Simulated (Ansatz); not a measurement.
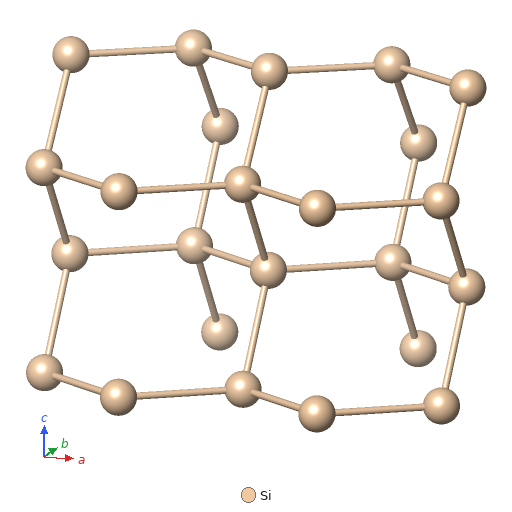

System: N2 on a slab of content Si. The picture shows the clean slab (repeated in the plane, vacuum cut away).

The given structure:
```yaml
crystal:
  lattice:
    - [3.84170, 0.00000, 0.00000]
    - [0.00000, 5.43300, 0.00000]
    - [0.00000, 0.00000, 22.76260]
  atoms:
    - { symbol: Si, position: [0.50000, 0.00000, 0.37342] }
    - { symbol: Si, position: [0.00000, 0.25000, 0.37342] }
    - { symbol: Si, position: [0.00000, 0.50000, 0.45781] }
    - { symbol: Si, position: [0.50000, 0.75000, 0.45781] }
    - { symbol: Si, position: [0.50000, 0.00465, 0.54229] }
    - { symbol: Si, position: [0.00000, 0.24535, 0.54229] }
    - { symbol: Si, position: [0.00000, 0.51066, 0.62094] }
    - { symbol: Si, position: [0.50000, 0.73934, 0.62094] }
```

Input of one of the runs behind the figure:
```
crystal:
  lattice:
    - [3.8417168286, 0.0, 0.0]
    - [0.0, 5.4330080418, 0.0]
    - [0.0, 0.0, 25.8625752429]
  atoms:
    - { symbol: Si, position: [0.5, 0.0, 0.3286602328] }
    - { symbol: Si, position: [0.0, 0.25, 0.3286602328] }
    - { symbol: Si, position: [0.0, 0.5, 0.4029319709] }
    - { symbol: Si, position: [0.5, 0.75, 0.4029319709] }
    - { symbol: Si, position: [0.5, 0.0046465373, 0.4772904226] }
    - { symbol: Si, position: [0.0, 0.2453534627, 0.4772904226] }
    - { symbol: Si, position: [0.0, 0.5106580662, 0.5465084908] }
    - { symbol: Si, position: [0.5, 0.7393419338, 0.5465084908] }
    - { symbol: "N", position: [0.5, 0.2535526887, 0.5356820361] }
    - { symbol: "N", position: [0.5, 0.2535526887, 0.5782145368] }
basis:
  ecutwfc: 420
kpoints:
  mp_grid: { grid: [8, 6, 1] }
hamiltonian:
  xc: pbesol
scf:
  occupations: { method: gaussian, width: 0.05 }
output:
  forces: true
  eigenvalues: true
relax:
  adjacent_minimum: "off"
  f_tol: 0.03
  max_steps: 70
  constraints: [{ sites: [0, 1, 2, 3] }]
efield:
  axis: 3
  dipole_correction: true
  ramp_width: 0.04
```

Command:
```bash
ansatz run input.yaml --threads 2 --pin off --max-ram 5120MiB --backend cpu --events-out ev --progress --plain --runs-dir out
```

Method: adsorption at several starting sites on a slab cut from the named crystal, one adsorbate a surface cell, the lower planes held, the adsorption energy counts from the clean slab and the free, spin-polarised adsorbate, negative where bound, plane waves with PAW datasets, Γ-centred k mesh (Ansatz 0.2.0). Level: PBEsol, no spin polarisation.

| setting | value |
| --- | --- |
| crystal formula | Si |
| crystal space group number | 227 |
| Miller index h | 1 |
| Miller index k | 1 |
| Miller index l | 0 |
| top plane | Si |
| bottom plane | Si |
| planes | 4 |
| surface cell | (1, 1) |
| slab thickness as cut | 5.76 Å |
| vacuum | 17 Å |
| surface area | 20.87 Å² |
| wave cutoff | 420 eV |
| k mesh | 8×6×1 |
| occupations | Gaussian |
| smearing width | 0.05 eV |
| boundary | dipole corrected |
| adsorbate | N2 |

Sites are named by a rule of distances and placed in fractions of the cell vectors a and b; the slab's top layers relax too; key: 1 = top site at (0.00, 0.51); 2 = hollow site at (0.50, 0.25); 3 = bridge site at (0.50, 0.51).

Describe the result: the adsorption energy of each starting site.

The adsorbate slid sideways from no. 1 (by 0.9 Å) and no. 3 (by 1.2 Å). Among these starts the lowest is no. 1, at −0.281 eV; the next, no. 2, is 0.043 eV higher.

```json
{"starting site": "no. 1", "adsorption energy (eV)": "-0.281", "height over highest slab atom (Å)": "0.927", "lateral move (Å)": "0.93", "dipole change (e Å)": "0.062"}
{"starting site": "no. 2", "adsorption energy (eV)": "-0.238", "height over highest slab atom (Å)": "2.992", "lateral move (Å)": "0.17", "dipole change (e Å)": "-0.022"}
{"starting site": "no. 3", "adsorption energy (eV)": "-0.238", "height over highest slab atom (Å)": "2.971", "lateral move (Å)": "1.20", "dipole change (e Å)": "-0.023"}
```

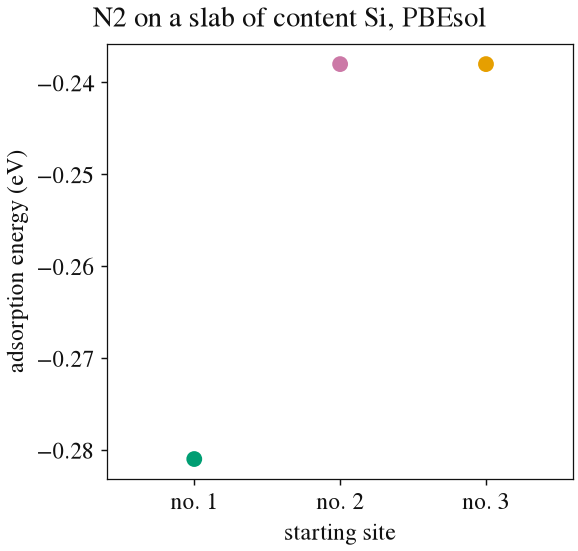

Caveats: no spin polarisation, a magnetic state may lie lower; xc potential rough in thin density.
